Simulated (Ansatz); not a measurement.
## Electronic structure of CsPbCl₃ in real space

The calculation's input:

```
crystal:
  lattice:
    - [5.605, 0.0, 0.0]
    - [0.0, 5.605, 0.0]
    - [0.0, 0.0, 5.3808]
  atoms:
    - { symbol: Pb, position: [0.5, 0.5, 0.5] }
    - { symbol: Cs, position: [0.0, 0.0, 0.0] }
    - { symbol: Cl, position: [0.5, 0.0, 0.5] }
    - { symbol: Cl, position: [0.0, 0.5, 0.5] }
    - { symbol: Cl, position: [0.5, 0.5, 0.0] }
hamiltonian:
  xc: pbesol
  pseudopotentials: { kind: paw }
kpoints:
  mp_grid: { grid: [4, 4, 4] }
  band_path:
    path:
      - [[0.0, 0.0, 0.0], [0.0, 0.5, 0.0], [0.5, 0.5, 0.0], [0.0, 0.0, 0.0], [0.0, 0.0, 0.5], [0.0, 0.5, 0.5], [0.5, 0.5, 0.5], [0.0, 0.0, 0.5]]
      - [[0.0, 0.5, 0.0], [0.0, 0.5, 0.5]]
      - [[0.5, 0.5, 0.0], [0.5, 0.5, 0.5]]
    npoints: 14
scf:
  occupations: { method: fermi_dirac, width: 0.05 }
  n_extra_bands: 12
output:
  forces: true
  stress: true
  eigenvalues: true
  fatbands: true
  write_density: true
  write_potential: true
  elf: true
  volumetric_format: npy
```

Launched as:

```sh
ansatz run input.yaml --threads 2 --pin off --max-ram 5632MiB --backend cpu --events-out ev --progress --plain --runs-dir out
```

Below, planes, directions and counts refer to the conventional cell (a = 5.61 Å, b = 5.61 Å, c = 5.38 Å, α = 90.00°, β = 90.00°, γ = 90.00°).

Space group P4/mmm.

The calculation used Kohn-Sham DFT of a periodic cell, PBEsol, Ansatz PAW in Ansatz.

The density is the valence pseudo-density of a PAW calculation; it isn't the true density close to the nuclei.

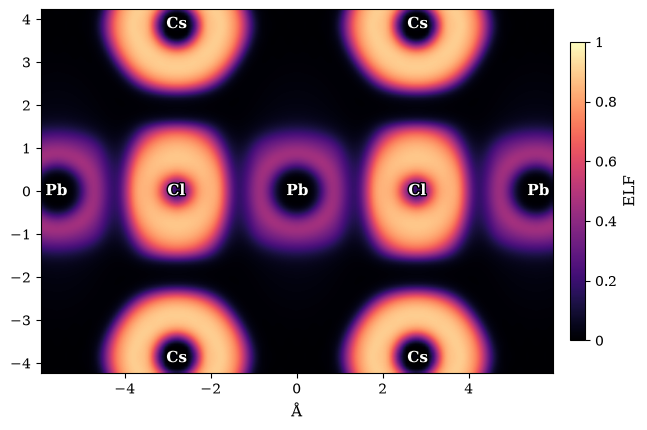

Figure 1. Electron localisation function on the (011̄) plane of the conventional cell.

What does the map show?

Answer. The plane passes through Pb, Cs and Cl nuclei.
Cs–Cl (3.88 Å): the ELF is about 0 at the midpoint (a largely ionic contact).
Pb–Cl (2.80 Å): the ELF peaks at about 0.85 in the valence shell of Cl, 0.8 Å from its nucleus, and drops to about 0.20 between the two atoms.
The features right at Cs lie inside the PAW spheres, where the map follows smoothed inner orbitals and isn't to be read closely.

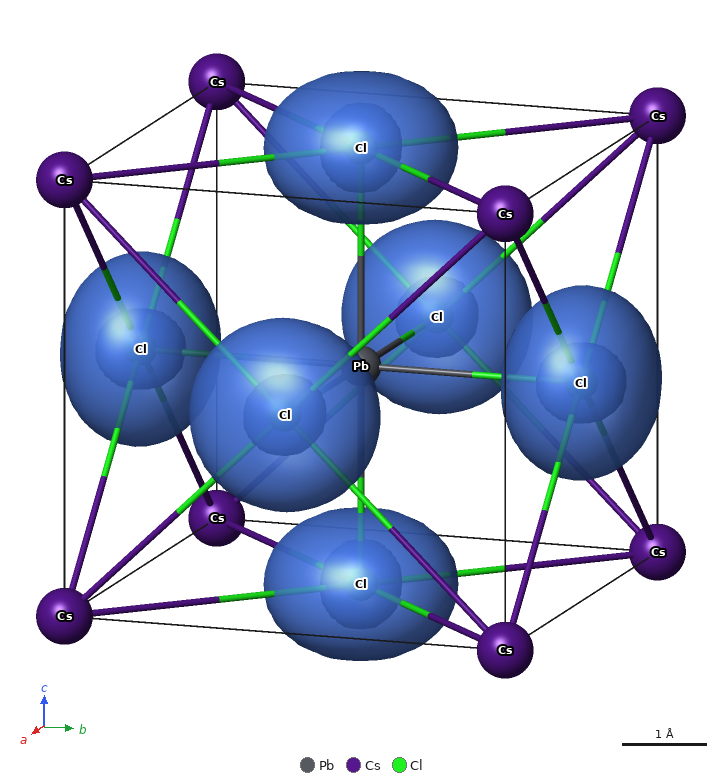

Figure 2. Isosurface of the ELF at 0.8 (blue), seen slightly off an axis. Core shells and regions of very low density are left out. Sticks mark near contacts.

Identify the bonds, lone pairs and shells in this picture.

Answer. At this value the surface marks out three regions wrapped around Cl (the valence shell of each), counted in one cell of 5 atoms. Any copies at cell faces, edges or corners count once.


Pb–Cl (2.69 Å): the ELF peaks at about 0.85 in the valence shell of Cl, 0.7 Å from its nucleus, and drops to about 0.20 between the two atoms.

Metal or insulator at this level of theory?

Answer. It is gapped, with a Kohn–Sham gap of 1.5 eV on the k-point mesh (the band edges may lie off the mesh, which would make the gap smaller).
